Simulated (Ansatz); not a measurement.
Given this structure:

```xyz
2
Lattice="3.2135 0.0000 0.0000 0.0000 3.5518 0.0000 0.0000 0.0000 4.7838" Properties=species:S:1:pos:R:3 pbc="T T T"
Hg    0.0000    0.0000    0.0000
Hg    1.6068    1.7759    2.3919
```

> What crystal do these data define?

The element is mercury. It belongs to space group Immm (No. 71) and has a body-centred orthorhombic lattice. The cell holds two atoms. Counting contacts within bonding distance, the coordination numbers are Hg 2.

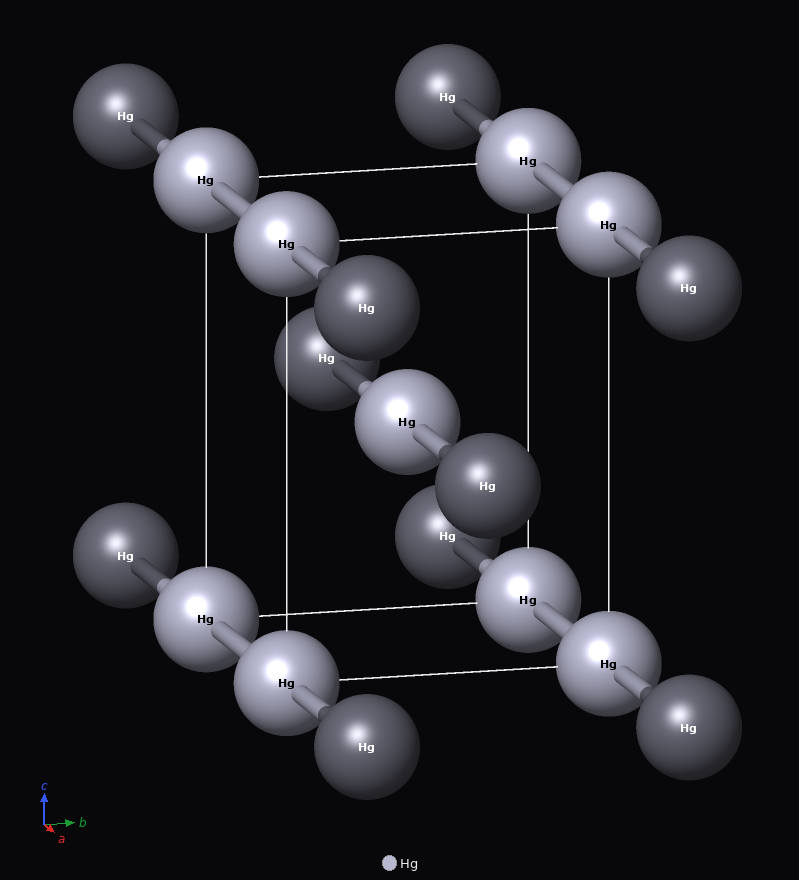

An orthographic ball-and-stick view of the structure, slightly off an axis. The parallelepiped is the conventional unit cell. Neighbours across the faces are drawn wherever a bond reaches them, in fainter colours. Colours: mercury light grey.

Its origin is a structure listed in the Materials Project. The cell was then strained or its atoms displaced on purpose. An electronic-structure calculation with Ansatz was run on it.
